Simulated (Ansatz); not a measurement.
# MoSe2: single-point calculation

System: MoSe2 (P6₃/mmc, 6 atoms in the cell).
Method: DFT PBE+D3(BJ), scalar-relativistic, plane waves, PAW, no spin polarisation (Ansatz 0.2.0).

The structure was built on a prototype by a generator; it need not be a known phase. Figures and captions count atoms from 1; the log counts them from 0 in places.

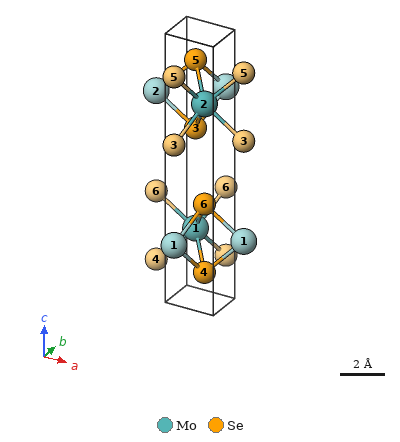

Fig. 1: The structure (ball-and-stick view of the cell of the calculation, seen slightly off an axis; neighbours outside the cell are drawn fainter; atoms are numbered from 1 in the order of the input). Near neighbours in the crystal (not all of them lie inside the picture): Mo has 6 Se at 2.51 Å; Se has 3 Mo at 2.51 Å.

### Results in brief

| quantity | value |
| --- | --- |
| outcome | converged |
| space group (tolerance 0.01 Å) | P6₃/mmc (194) |
| electrons treated | 92 |
| free energy | −31795.1093 eV |
| Fermi energy | 12.995 eV |
| gap on the k-point mesh | 0.84 eV |
| pressure | 2.10 GPa |
| largest force (length of the vector) | 0.718 eV/Å |
| hardware | 2 threads of Intel Xeon (Granite Rapids), 64 GiB of memory available, shared host |
| wall time | 1.4 s (CPU time 2.6 s) |
| peak memory | 0.47 GiB |

### The input
```yaml
crystal:
  lattice:
    - [3.29767582, 0.0, 0.0]
    - [-1.64883791, 2.85587103, 0.0]
    - [0.0, 0.0, 12.82441046]
  atoms:
    - { symbol: Mo, position: [0.33333333, 0.66666667, 0.25] }
    - { symbol: Mo, position: [0.66666667, 0.33333333, 0.75] }
    - { symbol: Se, position: [0.33333333, 0.66666667, 0.623] }
    - { symbol: Se, position: [0.66666667, 0.33333333, 0.123] }
    - { symbol: Se, position: [0.33333333, 0.66666667, 0.877] }
    - { symbol: Se, position: [0.66666667, 0.33333333, 0.377] }
basis:
  ecutwfc: 420
kpoints:
  mp_grid: { grid: [6, 6, 2] }
hamiltonian:
  xc: pbe
  dispersion: d3bj
scf:
  occupations: { method: gaussian, width: 0.1 }
output:
  forces: true
  stress: true
  eigenvalues: true
```

Run as:
```bash
ansatz run input.yaml --threads 2 --pin off --max-ram 5120MiB --backend cpu --events-out ev --progress --plain --runs-dir out
```

### What the program printed
```
Engine: ansatz 0.2.0, x86_64-unknown-linux-gnu
Pseudopotentials: kind: paw
Pseudopotential: Mo, paw, valence charge 14, recommended cutoff 420 eV (normal), Mo.paw.azcp
Pseudopotential: Se, paw, valence charge 16, recommended cutoff 420 eV (normal), Se.paw.azcp
Functional definition: PBE
  parameter kappa = 0.804
  parameter beta = 0.06672455060314922
  exchange = pbe_x(kappa = kappa, mu = beta*pi^2/3)
  correlation = pbe_c(beta = beta)
Crystal: 6 atoms, lattice volume = 120.777 Å³
Basis set: ecut = 420 eV, 2371 PW (Γ), exchange–correlation on 48×48×180 points (8 copies of the dense FFT grid, shifted against one another)
Bands: 56, of which v1, the nominal top of the filled ones, is band 46 counted from 1 (45 counted from 0)
Symmetry: 24 space group operations
Space group: P63/mmc (ITA 194), of the structure as read, at distance tolerance 4.9e-5 Å
k-points: 14 of 72
Non-local potential: Mo, projectors of the file, l = 0: 3, l = 1: 2, l = 2: 2, l = 3: 1
Non-local potential: Se, projectors of the file, l = 0: 2, l = 1: 2, l = 2: 3, l = 3: 1
PAW form: soft (Blöchl's): semilocal exchange-correlation on the pseudo side does not see the compensation charge
PAW one-centre angular grid: Mo, 590 points (default); XC on 64 Gauss nodes
PAW one-centre angular grid: Se, 590 points (default); XC on 64 Gauss nodes
Initial density: superposition of atomic densities (neutral atoms: chi_scale 0, normalization atom), corrected by the library's trained network
Initial wavefunctions: pseudopotential atomic-orbital guess
Functional: x = pbe(κ = 0.804, μ = 0.2195149727645171), c = pbe(β = 0.06672455060314922)
SCF iter   1: F=—  HF=-31795.096400 eV  |F-HF|=—  |Δ(HF+E_count)|=         —  Δρ=4.89e-3  dr2=9.68e-3  ethr=1.77e-3  ⟨swp⟩=5.9  Hψ=2710  notcnv=0
preconditioner: auto → Resta (q_TF=auto, 2.607 Å⁻¹)  ε∞=6.4  [insulator: Δε(μ)=0.848 eV  Ē_g=8.715 eV  σ=0.100 eV  W_gap=1.00  n_scr=40 (ndim 8)  ℏωp=20.3 eV  f_vac=0.045  D(μ)=0.00/eV (n_scr^D=0)  ε∞_Penn≈6.4]
SCF iter   2: F=—  HF=-31795.105319 eV  |F-HF|=—  |Δ(HF+E_count)|=   8.92e-3  Δρ=2.81e-3  dr2=2.62e-3  ethr=1.05e-5  ⟨swp⟩=2.0  Hψ=1164  notcnv=0
SCF iter   3: F=—  HF=-31795.108625 eV  |F-HF|=—  |Δ(HF+E_count)|=   3.31e-3  Δρ=1.21e-3  dr2=8.47e-4  ethr=2.84e-6  ⟨swp⟩=2.0  Hψ=977  notcnv=0
automatic band count: iteration 3 solves 55 bands in place of 56: the levels show a gap, and the empty bands left out lie too high to hold charge; the band table lists the bands solved (type scf.n_extra_bands for more)
SCF iter   4: F=—  HF=-31795.109323 eV  |F-HF|=—  |Δ(HF+E_count)|=   6.98e-4  Δρ=8.66e-5  dr2=6.37e-6  ethr=9.21e-7  ⟨swp⟩=2.0  Hψ=1005  notcnv=0
SCF iter   5: F=—  HF=-31795.109276 eV  |F-HF|=—  |Δ(HF+E_count)|=   4.68e-5  Δρ=2.99e-5  dr2=1.12e-6  ethr=6.93e-9  ⟨swp⟩=2.0  Hψ=1377  notcnv=0
SCF iter   6: F=—  HF=-31795.109277 eV  |F-HF|=—  |Δ(HF+E_count)|=   3.67e-7  Δρ=1.01e-5  dr2=1.75e-7  ethr=1.22e-9  ⟨swp⟩=2.0  Hψ=1373  notcnv=0
SCF iter   7: F=-31795.109277 eV  HF=-31795.109277 eV  |F-HF|=1.73e-8  |Δ(HF+E_count)|=   4.66e-8  Δρ=4.43e-6  dr2=4.41e-8  ethr=1.09e-10  ⟨swp⟩=8.1  Hψ=3019  notcnv=0
SCF 1 converged in 7 iterations: F = -31795.109277 eV  dr2 = 4.41e-8
  greatest PAW one-centre occupation: 1.000 electrons in one spin orbital (limit 2), on the Se atom at site 4 (counted from 0), in its partial waves of l = 2
```

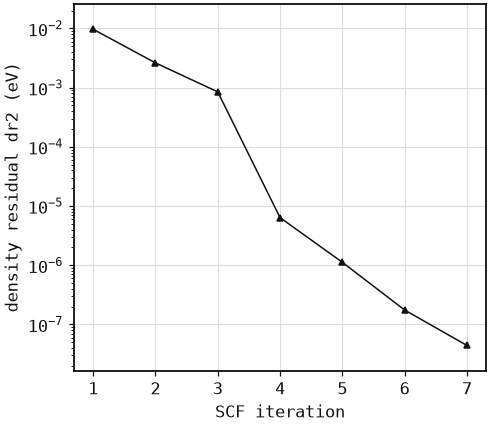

Fig. 2: Convergence of the self-consistent field: density residual dr2 against the SCF iteration. The residual falls at every step.

```
SCF converged after 7 iterations
Free energy (F): -31795.109277 eV
Harris-Foulkes:  -31795.109277 eV  (|F-HF|=1.73e-8)
Internal energy: -31795.109277 eV  (E = F + TS)
E sigma→0 (E₀):  -31795.109277 eV
Fermi energy:    12.995445 eV
--- Per-component energies (eV) ---
  E_band       = -1626.687062
  E_kinetic    = 1363.124832
  E_local      = -11938.359738  (includes V_loc(G=0)·N_el)
  E_nonlocal   = -2095.740264
  E_hartree    = 5656.316838
  E_xc         = -787.368014
  E_vxc        = -855.600503  (∫ρ·V_xc dr)
  E_paw        = -14048.252379  (= ΣΔE_a)
  E_vpaw       = 587.267668  (= ΣTr[D̂ρ^β])
  E_aug_tail   = -0.002262  (compensation charges beyond the density's cutoff)
  E_ewald      = -9942.009823
  E_disp       = -2.818467  (pairwise vdW)
  E_smearing   = -0.000000  (= −TS)
  E_closure    = 0.000000  (closes the sum)
  Σ components = -31795.109277   (vs F -31795.109277, Δ=0.00e0)
--- Forces (eV/Å), atoms counted from 1 ---
  atom   1  Mo    -0.00000000     0.00000000     0.00000000
  atom   2  Mo     0.00000000    -0.00000000     0.00000000
  atom   3  Se     0.00000000    -0.00000000    -0.71761217
  atom   4  Se     0.00000000     0.00000000    -0.71761217
  atom   5  Se    -0.00000000    -0.00000000     0.71761217
  atom   6  Se    -0.00000000     0.00000000     0.71761217
  max |Σ_I F_I| component: 8.10e-18 eV/Å
--- Stress (GPa, compression-positive) ---
        0.631188       0.000000      -0.000000
        0.000000       0.631188      -0.000000
       -0.000000      -0.000000       5.044239
  P = ⅓ Tr σ = 2.1022 GPa (21.022 kbar)
--- Band table (eV; the first three rows and the last of 14) ---
  k-point 0: bands = ["-48.7078", "-48.7078", "-35.3126", "-35.3126", "-35.3126", "-35.3126", "-35.3122", "-35.3122", "-35.3121", "-35.3121", "-35.2736", "-35.2736", "-35.2734", "-35.2734", "-35.2724", "-35.2724", "-35.2721", "-35.2721", "-35.2581", "-35.2578", "-35.2552", "-35.2550", "-22.8745", "-22.8745", "-22.6993", "-22.6993", "-22.6993", "-22.6993", "-2.4325", "-2.1615", "-1.3882", "-0.9663", "5.9569", "7.0668", "9.2164", "9.7435", "9.7435", "9.7590", "9.7590", "10.7729", "10.7729", "10.8192", "10.8192", "11.4892", "11.7841", "12.5847", "14.9532", "14.9532", "15.0139", "15.0139", "15.1952", "15.1952", "15.3947", "15.3947", "17.7339"]
  k-point 1: bands = ["-48.7078", "-48.7078", "-35.3126", "-35.3126", "-35.3126", "-35.3126", "-35.3122", "-35.3122", "-35.3122", "-35.3122", "-35.2735", "-35.2735", "-35.2735", "-35.2735", "-35.2722", "-35.2722", "-35.2722", "-35.2722", "-35.2580", "-35.2580", "-35.2551", "-35.2551", "-22.8745", "-22.8745", "-22.6993", "-22.6993", "-22.6993", "-22.6993", "-2.3199", "-2.3199", "-1.1564", "-1.1564", "6.4106", "6.4106", "9.7511", "9.7511", "9.7511", "9.7511", "10.2242", "10.2242", "10.7961", "10.7961", "10.7961", "10.7961", "12.4046", "12.4046", "14.9717", "14.9717", "14.9717", "14.9717", "15.3064", "15.3064", "15.3064", "15.3064", "17.9813"]
  k-point 2: bands = ["-48.7020", "-48.7020", "-35.3124", "-35.3123", "-35.3123", "-35.3123", "-35.3115", "-35.3115", "-35.3111", "-35.3111", "-35.2738", "-35.2737", "-35.2735", "-35.2734", "-35.2730", "-35.2727", "-35.2725", "-35.2722", "-35.2576", "-35.2574", "-35.2547", "-35.2544", "-22.8593", "-22.8593", "-22.7672", "-22.7672", "-22.7146", "-22.7146", "-2.0570", "-1.7956", "-1.1756", "-0.7972", "6.3876", "7.4691", "8.7070", "8.8846", "8.9576", "9.6794", "10.1027", "10.1423", "10.2287", "10.2935", "10.7922", "11.4716", "11.7510", "11.8917", "14.1428", "14.4112", "14.6555", "14.7284", "14.7930", "14.9133", "15.3937", "15.5884", "19.2245"]
  k-point 13: bands = ["-48.6814", "-48.6814", "-35.3106", "-35.3106", "-35.3097", "-35.3097", "-35.3095", "-35.3095", "-35.3093", "-35.3093", "-35.2752", "-35.2752", "-35.2741", "-35.2741", "-35.2734", "-35.2734", "-35.2728", "-35.2728", "-35.2558", "-35.2558", "-35.2526", "-35.2526", "-22.9032", "-22.9032", "-22.8652", "-22.8652", "-22.8058", "-22.8058", "-0.2456", "-0.2456", "-0.1136", "-0.1136", "6.8674", "6.8674", "7.4166", "7.4166", "7.9933", "7.9933", "8.3413", "8.3413", "9.3052", "9.3052", "9.9714", "9.9714", "12.0239", "12.0239", "13.5002", "13.5002", "14.7366", "14.7366", "15.2514", "15.2514", "16.4769", "16.4769", "18.7592"]
```

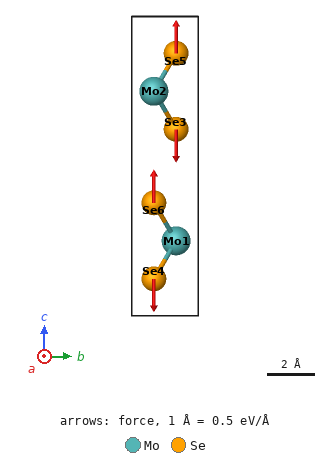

Fig. 3: Forces on the atoms as red arrows (ball-and-stick view of the cell of the calculation, along the a axis; atoms are numbered from 1 in the order of the input). The largest act on all 4 Se atoms (0.72 eV/Å). The geometry is not a stationary point of this energy.
